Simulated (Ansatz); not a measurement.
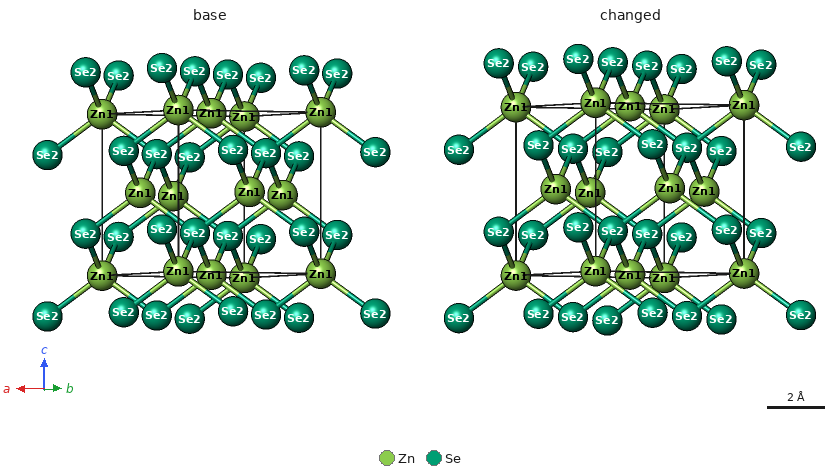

Left: a symmetric starting cell of ZnSe. Right: the same structure after one change, at the same scale. Style: ball-and-stick. Shown: the conventional cell (4 times the calculation's cell), from a free direction. Lengths and directions refer to the drawn axes.

These are results of DFT PBE, scalar-relativistic, plane waves, PAW (Ansatz), not measurements. (plane-wave cutoff 420 eV; k-point mesh 8 × 8 × 8; occupations gaussian; smearing width 0.02 eV; no spin polarisation)

Q: What was changed?

A: All lengths are scaled by +4.4 % (volume +13.6 %), the atoms keeping their fractional coordinates. No relaxation follows. The starting cell wasn't computed here and needn't be at equilibrium, so pressure and forces aren't due to the change alone.

Q: How do the computed properties respond?

A: Some distances before and after: Se–Zn 2.454 → 2.561 Å. The space group stays F-43m (No. 216). The pressure is −4.3 GPa (not all of it need come from the change, since the unchanged cell can be under pressure at this level too). All forces vanish by symmetry.
